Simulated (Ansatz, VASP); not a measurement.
**Cross-check of GeBr2 between VASP and Ansatz**

Wanted: the spread between two codes on one cell, functional and k mesh. The cell is generated by rule, not measured, and may not be a known phase. The cell comes out of the VASP series on this material, whose earlier steps may have relaxed, scaled or displaced it; both programs get it as it stands.

Program: Ansatz 0.2.0. Level of theory: plane waves, with VASP 6.6.1 beside it; zone-centre phonons at PBE and band structure at HSE06. Results are calculated unless marked as measured.

The structure was built from a prototype and need not be the compound's stable phase.

## (1) The starting structure

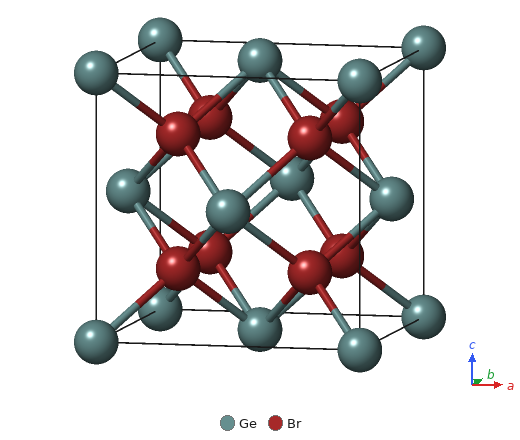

The starting structure, seen slightly off an axis (germanium teal, bromine red). This picture shows the conventional cell, with its axes. Some periodic images of atoms are drawn too.

Coordinates:

```cif
data_structure
_symmetry_space_group_name_H-M 'P 1'
_symmetry_Int_Tables_number 1
_cell_length_a 4.5685
_cell_length_b 4.5685
_cell_length_c 4.5685
_cell_angle_alpha 60.000
_cell_angle_beta 60.000
_cell_angle_gamma 60.000
_cell_volume 67.42
loop_
_atom_site_label
_atom_site_type_symbol
_atom_site_fract_x
_atom_site_fract_y
_atom_site_fract_z
_atom_site_occupancy
Ge1 Ge 0.00000 0.00000 0.00000 1
Br2 Br 0.25000 0.25000 0.25000 1
Br3 Br 0.75000 0.75000 0.75000 1
```

## (2) VASP: zone-centre phonons, PBE

Second derivatives magnify differences that forces hide, and they need a tight electronic threshold.

Lines of VASP's logs that name or quote its potential files are left out, and so is its time.

Contents of INCAR:

```
SYSTEM = GeBr2
PREC = Accurate
ENCUT = 410
EDIFF = 1E-08
NELM = 100
ISMEAR = 0
SIGMA = 0.02
LREAL = .FALSE.
ALGO = Normal
GGA = PE
NBANDS = 20
LORBIT = 11
LWAVE = .FALSE.
LCHARG = .FALSE.
KPAR = 4
IBRION = 8
LEPSILON = .TRUE.
```

Contents of POSCAR:

```
GeBr2
1.0
    0.0000000000      3.2303900000      3.2303900000
    3.2303900000      0.0000000000      3.2303900000
    3.2303900000      3.2303900000      0.0000000000
Ge Br
1 2
Direct
    0.0000000000      0.0000000000      0.0000000000
    0.2500000000      0.2500000000      0.2500000000
    0.7500000000      0.7500000000      0.7500000000
```

Contents of KPOINTS:

```
Automatic mesh
0
Gamma
10 10 10
0 0 0
```

Potentials, in the order of the species: Ge_d and Br (PBE family, release 64).

Run with:

```sh
mpirun -np 4 vasp_std
```

Numbers of over 12 decimals in the logs are rounded to 6 here.

What it wrote:

```text
[banner, memory and clock lines left out]
running    4 mpi-ranks, on    1 nodes
 distrk:  each k-point on    1 cores,    4 groups
 distr:  one band on    1 cores,    1 groups

 POSCAR found type information on POSCAR GeBr
 POSCAR found :  2 types and       3 ions
 LDA part: xc-table for (Slater+PW92), standard interpolation
 POSCAR, INCAR and KPOINTS ok, starting setup
 FFT: planning ... GRIDC
 FFT: planning ... GRID_SOFT
 FFT: planning ... GRID
 WAVECAR not read
 entering main loop
       N       E                     dE             d eps       ncg     rms          rms(c)
DAV:   1     0.211636284290E+03    0.21164E+03   -0.12045E+04  2312   0.227E+03
DAV:   2     0.187150826217E+02   -0.19292E+03   -0.18413E+03  2188   0.555E+02
DAV:   3    -0.748840397708E+01   -0.26203E+02   -0.25866E+02  2172   0.124E+02
DAV:   4    -0.841121284421E+01   -0.92281E+00   -0.92155E+00  2200   0.259E+01
DAV:   5    -0.842894531746E+01   -0.17732E-01   -0.17731E-01  2200   0.392E+00    0.780E+00
DAV:   6    -0.823202837575E+01    0.19692E+00   -0.42629E-01  2584   0.442E+00    0.458E+00
DAV:   7    -0.822657839256E+01    0.54500E-02   -0.16856E-01  2192   0.210E+00    0.138E+00
DAV:   8    -0.822751058259E+01   -0.93219E-03   -0.27793E-02  2324   0.170E+00    0.127E-01
DAV:   9    -0.822722917425E+01    0.28141E-03   -0.26866E-03  2372   0.655E-01    0.619E-02
DAV:  10    -0.822735233146E+01   -0.12316E-03   -0.24115E-04  2016   0.962E-02    0.364E-02
DAV:  11    -0.822738169526E+01   -0.29364E-04   -0.61110E-05  2004   0.603E-02    0.227E-02
DAV:  12    -0.822738137320E+01    0.32206E-06   -0.61069E-06  2148   0.210E-02    0.711E-03
DAV:  13    -0.822738150710E+01   -0.13390E-06   -0.10229E-06  1992   0.519E-03    0.378E-03
DAV:  14    -0.822738144848E+01    0.58623E-07   -0.41104E-07  2212   0.759E-03    0.112E-03
DAV:  15    -0.822738149044E+01   -0.41965E-07   -0.40290E-08  2016   0.125E-03    0.681E-04
DAV:  16    -0.822738153591E+01   -0.45471E-07   -0.46927E-09  1380   0.982E-04    0.419E-05
DAV:  17    -0.822738153546E+01    0.44929E-09   -0.14200E-09  1120   0.245E-04
   1 F= -.82273815E+01 E0= -.82273815E+01  d E =-.457493E-22
 Linear response reoptimize wavefunctions to high precision
DAV:   1    -0.822738153686E+01   -0.13933E-08   -0.17189E-10  1120   0.148E-04
DAV:   2    -0.822738153696E+01   -0.10505E-09   -0.21546E-11  1112   0.379E-05
DAV:   3    -0.822738153700E+01   -0.32287E-10   -0.81345E-12  1096   0.234E-05
 Linear response G [H, r] |phi>, progress :
  Direction:   1
       N       E                     dE             d eps       ncg     rms
RMM:   1    -0.489381184681E+02   -0.48938E+02    0.14836E+03  2097   0.661E+02
RMM:   2    -0.887295904834E+02   -0.39791E+02   -0.59111E+01  3782   0.407E+01
RMM:   3    -0.890161111328E+02   -0.28652E+00   -0.20607E+00  4029   0.834E+00
RMM:   4    -0.890283613692E+02   -0.12250E-01   -0.14007E-01  4174   0.165E+00
RMM:   5    -0.890282099621E+02    0.15141E-03   -0.10936E-02  4300   0.408E-01
RMM:   6    -0.890280842747E+02    0.12569E-03   -0.12325E-03  4280   0.890E-02
RMM:   7    -0.890279209636E+02    0.16331E-03    0.13079E-03  4348   0.258E-02
RMM:   8    -0.890280157131E+02   -0.94749E-04    0.26434E-04  4317   0.908E-03
RMM:   9    -0.890280373332E+02   -0.21620E-04   -0.14007E-04  4223   0.571E-03
RMM:  10    -0.890280309034E+02    0.64298E-05    0.11893E-04  4177   0.507E-03
RMM:  11    -0.890280306997E+02    0.20370E-06   -0.50566E-06  4028   0.497E-03
RMM:  12    -0.890280309986E+02   -0.29885E-06   -0.70594E-05  3892   0.495E-03
RMM:  13    -0.890280370394E+02   -0.60408E-05   -0.47390E-05  3790   0.494E-03
 Linear response G [H, r] |phi>, progress :
  Direction:   2
       N       E                     dE             d eps       ncg     rms
RMM:   1    -0.464274712620E+02   -0.46427E+02    0.14401E+03  2093   0.649E+02
RMM:   2    -0.808105386549E+02   -0.34383E+02   -0.58495E+01  3820   0.404E+01
RMM:   3    -0.812469094065E+02   -0.43637E+00   -0.18907E+00  4069   0.807E+00
RMM:   4    -0.812616877151E+02   -0.14778E-01   -0.13088E-01  4201   0.162E+00
RMM:   5    -0.812616750146E+02    0.12701E-04   -0.12806E-02  4332   0.396E-01
RMM:   6    -0.812612947160E+02    0.38030E-03   -0.54476E-04  4313   0.865E-02
RMM:   7    -0.812612770072E+02    0.17709E-04    0.60878E-04  4329   0.244E-02
RMM:   8    -0.812612460015E+02    0.31006E-04    0.16329E-04  4301   0.896E-03
RMM:   9    -0.812612112036E+02    0.34798E-04   -0.33249E-04  4245   0.543E-03
RMM:  10    -0.812611713400E+02    0.39864E-04   -0.21963E-03  4111   0.472E-03
RMM:  11    -0.812611393086E+02    0.32031E-04    0.13881E-03  4008   0.462E-03
RMM:  12    -0.812612252337E+02   -0.85925E-04   -0.76486E-04  3894   0.462E-03
RMM:  13    -0.812608309685E+02    0.39427E-03    0.65708E-03  3787   0.459E-03
 Linear response G [H, r] |phi>, progress :
  Direction:   3
       N       E                     dE             d eps       ncg     rms
[...]
Linear response to external field (no local field effect), progress :
  Direction:   2
       N       E                     dE             d eps       ncg     rms          rms(c)
RMM:   1    -0.261380530932E+00   -0.26138E+00    0.49621E+00  2116   0.202E+01
RMM:   2    -0.146444443379E+01   -0.12031E+01   -0.31408E-01  3886   0.223E+00
RMM:   3    -0.146728279557E+01   -0.28384E-02   -0.11271E-02  3876   0.453E-01
[...]
RMM:  13    -0.152757696559E+01    0.19528E-06   -0.25453E-07  4154   0.105E-04    0.738E-06
 change of polarisation eV/A/(eV/A) component  1 :     2.838     0.027    -0.021
 dielectric tensor                  component  1 :     8.616     0.072    -0.057
 Linear response to external field, progress :
  Direction:   2
       N       E                     dE             d eps       ncg     rms          rms(c)
RMM:   1    -0.284906185431E+00   -0.28491E+00    0.51286E+00  4707   0.201E+01
RMM:   2    -0.154531037298E+01   -0.12604E+01   -0.33883E-01  8380   0.224E+00    0.222E+00
RMM:   3    -0.146244033306E+01    0.82870E-01   -0.96671E-02  7889   0.159E+00    0.115E+00
RMM:   4    -0.150244554431E+01   -0.40005E-01   -0.94865E-02  8546   0.150E+00    0.240E-01
RMM:   5    -0.152468349294E+01   -0.22238E-01   -0.36055E-03  8340   0.374E-01    0.316E-02
RMM:   6    -0.152661530280E+01   -0.19318E-02   -0.23459E-04  8531   0.790E-02    0.189E-02
RMM:   7    -0.152743915182E+01   -0.82385E-03   -0.32864E-05  8267   0.303E-02    0.341E-03
RMM:   8    -0.152765429379E+01   -0.21514E-03   -0.24678E-06  8179   0.731E-03    0.192E-03
RMM:   9    -0.152758232313E+01    0.71971E-04   -0.62119E-07  8470   0.342E-03    0.454E-04
RMM:  10    -0.152758409951E+01   -0.17764E-05   -0.21521E-07  8695   0.122E-03    0.320E-04
RMM:  11    -0.152757874798E+01    0.53515E-05   -0.37154E-07  8702   0.598E-04    0.373E-05
RMM:  12    -0.152757738530E+01    0.13627E-05   -0.25538E-07  6969   0.188E-04    0.231E-05
RMM:  13    -0.152757719969E+01    0.18562E-06   -0.32673E-08  4110   0.105E-04    0.721E-06
 change of polarisation eV/A/(eV/A) component  2 :     0.057     2.838     0.023
 dielectric tensor                  component  2 :     0.153     8.616     0.061
 Linear response to external field, progress :
  Direction:   3
       N       E                     dE             d eps       ncg     rms          rms(c)
RMM:   1    -0.284906236716E+00   -0.28491E+00    0.51286E+00  4707   0.201E+01
RMM:   2    -0.154531128676E+01   -0.12604E+01   -0.33912E-01  8380   0.224E+00    0.222E+00
RMM:   3    -0.146244143579E+01    0.82870E-01   -0.96679E-02  7887   0.159E+00    0.115E+00
RMM:   4    -0.150244831959E+01   -0.40007E-01   -0.94873E-02  8545   0.150E+00    0.240E-01
RMM:   5    -0.152467624632E+01   -0.22228E-01   -0.36047E-03  8340   0.374E-01    0.316E-02
RMM:   6    -0.152661574907E+01   -0.19395E-02   -0.23412E-04  8528   0.790E-02    0.189E-02
RMM:   7    -0.152744028650E+01   -0.82454E-03   -0.32800E-05  8269   0.303E-02    0.342E-03
RMM:   8    -0.152765481083E+01   -0.21452E-03   -0.24478E-06  8176   0.730E-03    0.193E-03
RMM:   9    -0.152758316028E+01    0.71651E-04   -0.61095E-07  8466   0.342E-03    0.455E-04
RMM:  10    -0.152758454030E+01   -0.13800E-05   -0.21471E-07  8688   0.121E-03    0.319E-04
RMM:  11    -0.152757941500E+01    0.51253E-05   -0.46673E-07  8699   0.598E-04    0.376E-05
RMM:  12    -0.152757808695E+01    0.13280E-05   -0.15563E-07  6971   0.190E-04    0.242E-05
RMM:  13    -0.152757790013E+01    0.18682E-06    0.17791E-07  4210   0.107E-04    0.736E-06
 change of polarisation eV/A/(eV/A) component  3 :     0.016     0.062     2.838
 dielectric tensor                  component  3 :     0.042     0.166     8.616
 Linear response DOF=           2
 Linear response progress:
  Degree of freedom:   1/  2
       N       E                     dE             d eps       ncg     rms          rms(c)
RMM:   1    -0.190762642910E+00   -0.19076E+00    0.38148E+00  4704   0.422E+01
RMM:   2    -0.196157238416E+00   -0.53946E-02   -0.93383E-03  7481   0.643E-01    0.769E-02
RMM:   3    -0.195833336762E+00    0.32390E-03   -0.47576E-04  7829   0.169E-01    0.412E-02
RMM:   4    -0.195566063416E+00    0.26727E-03   -0.92255E-05  8272   0.714E-02    0.114E-02
RMM:   5    -0.195554920580E+00    0.11143E-04   -0.12219E-05  8501   0.260E-02    0.151E-03
RMM:   6    -0.195560764132E+00   -0.58436E-05   -0.26756E-06  8742   0.103E-02    0.682E-04
RMM:   7    -0.195564562092E+00   -0.37980E-05   -0.79451E-07  8639   0.461E-03    0.313E-04
RMM:   8    -0.195564433005E+00    0.12909E-06    0.24333E-07  8614   0.252E-03    0.114E-04
RMM:   9    -0.195566007166E+00   -0.15742E-05   -0.36477E-07  8816   0.129E-03    0.413E-05
RMM:  10    -0.195566292758E+00   -0.28559E-06   -0.71666E-07  8994   0.755E-04    0.379E-05
RMM:  11    -0.195566817907E+00   -0.52515E-06   -0.47742E-07  8791   0.470E-04    0.714E-06
RMM:  12    -0.195566708790E+00    0.10912E-06   -0.22827E-07  8723   0.304E-04    0.125E-05
RMM:  13    -0.195566853642E+00   -0.14485E-06   -0.17596E-07  8866   0.207E-04    0.473E-06
RMM:  14    -0.195567005667E+00   -0.15203E-06   -0.89377E-08  8799   0.149E-04    0.486E-06
RMM:  15    -0.195566939208E+00    0.66459E-07   -0.53478E-08  8567   0.107E-04    0.241E-06
RMM:  16    -0.195566950072E+00   -0.10864E-07   -0.39313E-08  7893   0.766E-05    0.262E-06
RMM:  17    -0.195566957809E+00   -0.77374E-08   -0.31573E-08  7305   0.593E-05    0.285E-06
 first order change of Fermi-energy   0.30273E-03
 force on displaced ion       1 direction 1 :  -1.784   0.000   0.000
 Born effective charge ion    1 direction 1 :   4.460   0.000   0.000
 Linear response progress:
  Degree of freedom:   2/  2
       N       E                     dE             d eps       ncg     rms          rms(c)
RMM:   1    -0.144347248431E+00   -0.14435E+00    0.67973E-02 14666   0.169E+00
RMM:   2    -0.142465657561E+00    0.18816E-02   -0.41952E-03 12141   0.357E-01    0.729E-02
RMM:   3    -0.142809610390E+00   -0.34395E-03   -0.12763E-04 13367   0.663E-02    0.377E-02
RMM:   4    -0.143164738423E+00   -0.35513E-03   -0.31137E-05 13519   0.327E-02    0.609E-03
RMM:   5    -0.143201627691E+00   -0.36889E-04   -0.65995E-07 13681   0.755E-03    0.236E-03
RMM:   6    -0.143196419692E+00    0.52080E-05   -0.25755E-09 13539   0.144E-03    0.118E-03
RMM:   7    -0.143198509280E+00   -0.20896E-05   -0.51722E-08 13507   0.775E-04    0.184E-04
RMM:   8    -0.143198146591E+00    0.36269E-06   -0.49462E-08 13674   0.182E-04    0.557E-05
RMM:   9    -0.143197922214E+00    0.22438E-06   -0.19512E-08 13705   0.122E-04    0.141E-05
RMM:  10    -0.143197914716E+00    0.74979E-08   -0.77793E-09 13908   0.602E-05    0.839E-06
 first order change of Fermi-energy  -0.29825E-03
 force on displaced ion       2 direction 1 :  -4.884  -0.000  -0.000
 Born effective charge ion    2 direction 1 :  -2.230   0.000   0.000
 Born effective charges drift removed
 Linear response finished
```

(Part 1 of 3 ends here.)

[Lines on the potential files, build, host, timing and source positions are cut from VASP's logs without a mark.]

[Logs are printed without paths, hosts, clocks, repeated set-up lines and the standing remarks that a program may print on its own settings, such as how far it seeks lower states.]

[Hosts, paths, dates, database ids (printed as entryN), source tags and the programs' standing remarks are cut or masked in the printed files.]
